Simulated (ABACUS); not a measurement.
# Energy of AlRu along an even scaling of the cell

System: AlRu (2 atoms in the cell).
Method: Kohn-Sham DFT of a periodic cell, PBE, PseudoDojo NC SR 0.4.1 PBE standard, no spin polarisation (ABACUS 3.10.1).

The 7 runs differ only in the geometry, by an even scaling of the cell at fixed fractional positions. The structure derives from an entry of the Crystallography Open Database.

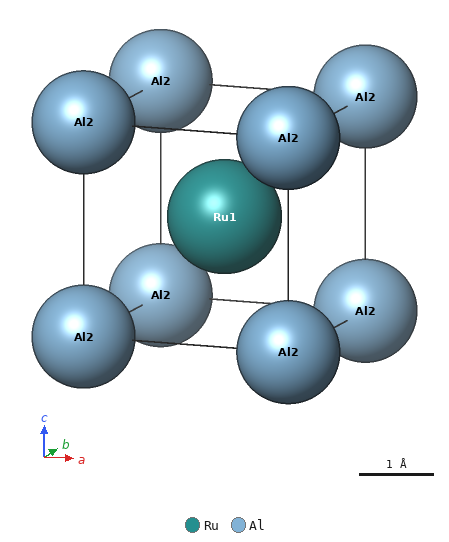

Figure 1. The structure of run 4 (spheres-only view of the cell of the calculation, seen slightly off an axis; atoms are numbered from 1 in the order of the input).

**Input of run 4**
```
INPUT_PARAMETERS
suffix              AlRu
calculation         scf
basis_type          lcao
pseudo_dir          ./
orbital_dir         ./
symmetry            1
dft_functional      pbe
ecutwfc             100
pseudo_rcut         10
nspin               1
nbands              14
ks_solver           genelpa
smearing_method     fd
smearing_sigma      0.00367493
scf_thr             1e-07
scf_nmax            100
mixing_type         broyden
mixing_beta         0.7
cal_force           1
cal_stress          1
out_mul             1
```

**File STRU of run 4**
```
ATOMIC_SPECIES
Ru 101.0700 Ru.upf
Al 26.9815 Al.upf

NUMERICAL_ORBITAL
Ru_confined-atom_7au_4s3p3d1f.orb
Al_confined-atom_8au_3s3p2d1f.orb

LATTICE_CONSTANT
1.8897261246

LATTICE_VECTORS
2.9916000000 0.0000000000 0.0000000000
0.0000000000 2.9916000000 0.0000000000
0.0000000000 0.0000000000 2.9916000000

ATOMIC_POSITIONS
Direct

Ru
0.0
1
0.5000000000 0.5000000000 0.5000000000 1 1 1

Al
0.0
1
0.0000000000 0.0000000000 0.0000000000 1 1 1
```

**File KPT of run 4**
```
K_POINTS
0
Gamma
9 9 9 0 0 0
```

Command:
```bash
OMP_NUM_THREADS=1 mpirun -np 4 abacus > log
```

Lattice vectors (Å) and fractional positions of run 4:
```
   2.991600    0.000000    0.000000
   0.000000    2.991600    0.000000
   0.000000    0.000000    2.991600
Ru  0.500000  0.500000  0.500000
Al  0.000000  0.000000  0.000000
```

Run 6 differs from it as follows:
```diff
-2.9916000000 0.0000000000 0.0000000000
-0.0000000000 2.9916000000 0.0000000000
-0.0000000000 0.0000000000 2.9916000000
+3.0309676725 0.0000000000 0.0000000000
+0.0000000000 3.0309676725 0.0000000000
+0.0000000000 0.0000000000 3.0309676725
```

**Results, with one run withheld**

| run | volume per atom (Å³) | free energy per atom, from the lowest run given (meV) | pressure (GPa) |
| --- | --- | --- | --- |
| 1 | 12.584 | 51.94 | 18.17 |
| 2 | 12.851 | 26.37 | 12.51 |
| 3 | 13.119 | 9.85 | 7.40 |
| 4 | 13.387 | 1.33 | 2.87 |
| 5 | 13.655 | 0.00 | −1.23 |
| 6 | 13.922 | ? | ? |
| 7 | 14.190 | 16.27 | −8.21 |

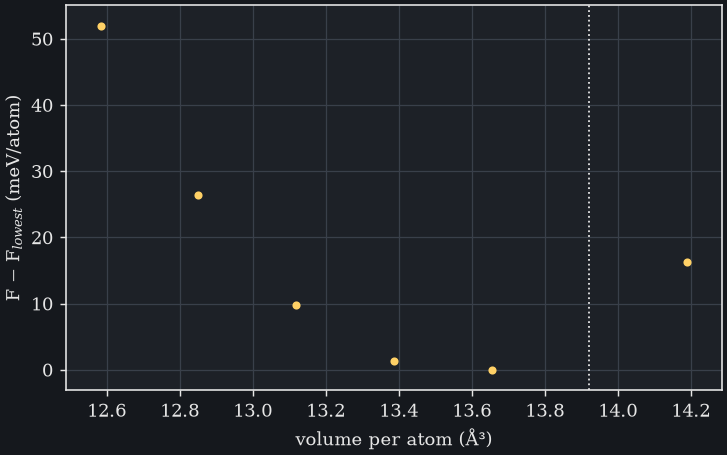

Figure 2. Free energy per atom of the runs given; the dotted line marks run 6.

Estimate the energy of run 6 from the others.

A cubic polynomial in V^(−2/3) (the Birch–Murnaghan form), fitted to the 6 runs given, misses them by at most 0.05 meV per atom. With x = V^(−2/3) − 0.17832 Å⁻², it reads F = 3.7875 + 3215 x + 6.3426e+05 x² + 9.1748e+05 x³ (meV per atom). At run 6 it gives 5.23 meV per atom, and the run itself gives 5.16. The slope of the fit gives a pressure −dF/dV of −4.92 GPa there, and the run prints −4.92 GPa. The fit has its minimum at 13.570 Å³ per atom, where V d²F/dV² gives 203 GPa: the bulk modulus at this level, since symmetry fixes the shape and the positions.

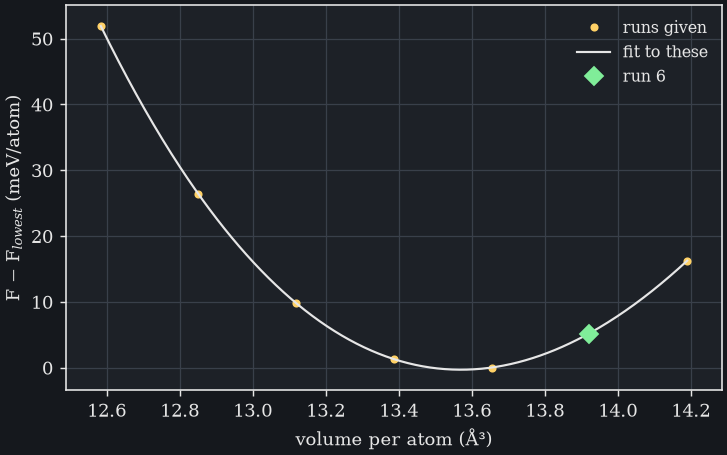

Figure 3. The fit and the withheld run.

**Some lines of the output (run 6)**
```
[...]
 E_Fermi        1.1966498881         16.2812569890
 E_Fermi        1.0418681293         14.1753431237
 E_Fermi        1.1429713425         15.5509229082
 E_Fermi        1.1288588925         15.3589131758
 E_Fermi        1.1297655228         15.3712485141
 E_Fermi        1.1296358870         15.3694847279
 E_Fermi        1.1296572632         15.3697755664
 E_Fermi        1.1296573632         15.3697769270
 E_KS(sigma->0) -206.8873295646      -2814.8465260828
 E_Fermi        1.1296575755         15.3697798161
 final etot is -2814.8546737 eV
 EFERMI = 15.369779816 eV
 TOTAL-PRESSURE: -49.204386 KBAR
 !FINAL_ETOT_IS -2814.8546736988705561 eV
```

Notes: Points of doubt noted for this run: home made orbitals.
